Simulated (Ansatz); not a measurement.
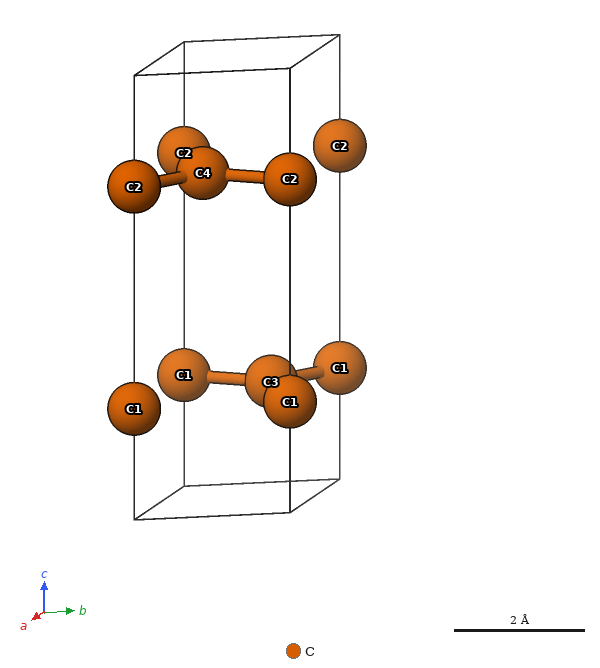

This is solid C (set up in P6_3/mmc). Style: ball-and-stick. Shown: the cell of the calculation, slightly off an axis.

Level of theory: Ansatz 0.2.0, DFT r2SCAN, scalar-relativistic, plane waves, PAW. Set-up: plane-wave cutoff 500 eV; occupations gaussian; smearing width 0.1 eV; no spin polarisation. The k-mesh is chosen for each cell (18×18×6, 12×12×8).

Change: Every carbon atom is replaced by lead, which gives Pb. Cell and atoms are relaxed again (to zero pressure within 0.1 GPa, forces under 0.01 eV/Å).

Question: Predict the response.

Answer: The volume per atom goes from 9.19 to 38.71 Å³. Cell: a = b 2.456 → 5.377 Å (+119.0 %), c 7.036 → 6.184 Å (−12.1 %). Volume +321.3 %. The space group stays P6_3/mmc (No. 194).

The changed structure in the same view:

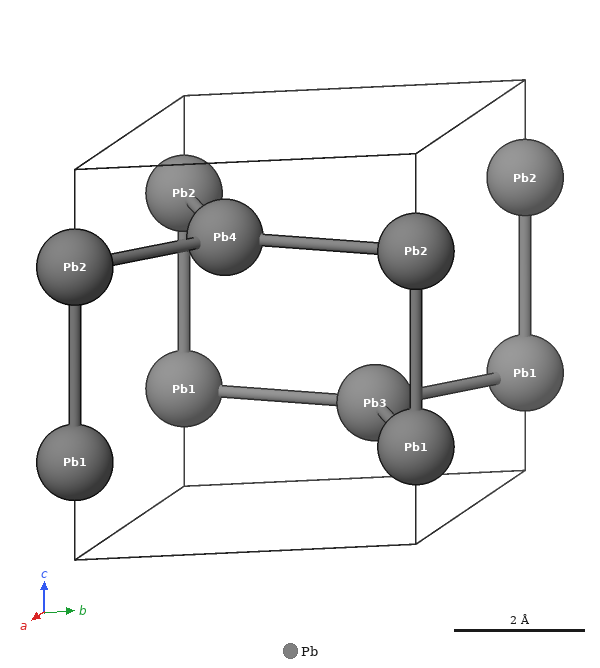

Limits of the set-up: layers or molecules are held without a dispersion correction, so their spacing is unreliable.
